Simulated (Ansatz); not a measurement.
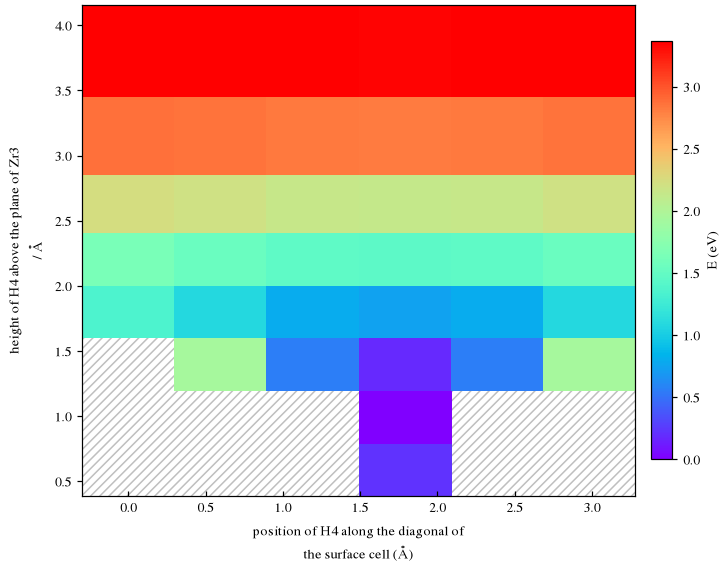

Energy landscape of H on a Zr(110) slab cut from the Im-3m phase, its upper half relaxed before the scan (3 atoms of substrate and one adsorbate in a 1 × 1 cell). H is moved along a line over the surface and along the normal, above a rigid substrate. Coordinates scanned: (1) position of H4 along the diagonal of the surface cell, from above Zr3; (2) height of H4 above the plane of Zr3. The scan uses a 6 × 8 grid; 25 points were computed and 12 follow by symmetry. At 11 points there is no value (left out of the scan, as a rule where atoms come close). Points are written as (first, second). Energies: eV, counted from the lowest grid point. The runs have no spin polarisation, so an open-shell adsorbate far from the surface lies too high. All numbers below come from DFT PBE, scalar-relativistic, plane waves, PAW in Ansatz 0.2.0. Settings: cutoff 420 eV, k-mesh 9×9×1, gaussian smearing 0.1 eV, no spin polarisation.

In the figure: one coloured cell a grid point, hatched blanks where no value was computed. 

**Describe this landscape.**

The lowest grid point is at (1.79 Å, 1.00 Å) [nearest 2 Zr at 2.05 Å]. The highest grid point, (0.00 Å, 3.81 Å) [nearest 1 Zr at 3.81 Å], lies 3.36 eV above the lowest.

The values on the grid:

```csv
"second ↓, first →",0.00,0.60,1.19,1.79,2.38,2.98
3.81,3.36,3.36,3.35,3.35,3.35,3.36
3.11,2.87,2.85,2.83,2.82,2.83,2.85
2.61,2.25,2.20,2.15,2.14,2.15,2.20
2.21,1.64,1.55,1.46,1.45,1.46,1.55
1.81,1.35,1.08,0.80,0.74,0.80,1.08
1.40,–,1.94,0.56,0.18,0.56,1.94
1.00,–,–,–,0.00,–,–
0.59,–,–,–,0.22,–,–
```

The input of one point:

```yaml
crystal:
  lattice:
    - [3.0956614539, 0.0, 0.0]
    - [-1.0318871513, 2.9186176084, 0.0]
    - [0.0, 0.0, 21.832190289]
  atoms:
    - { symbol: Zr, position: [0.5, 0.5, 0.1832156988] }
    - { symbol: Zr, position: [0.0, 0.0, 0.2941678493] }
    - { symbol: Zr, position: [0.5, 0.5, 0.4045489789] }
    - { symbol: H, position: [1.0, 1.0, 0.4503529036] }
basis:
  ecutwfc: 420
kpoints:
  mp_grid: { grid: [9, 9, 1] }
hamiltonian:
  xc: pbe
scf:
  occupations: { method: gaussian, width: 0.1 }
output:
  forces: true
  eigenvalues: true
efield:
  axis: 3
  dipole_correction: true
  ramp_width: 0.04
```

The whole map (25 points run) took 3.1 min on 1 thread of Arm Neoverse V2 (shared host).
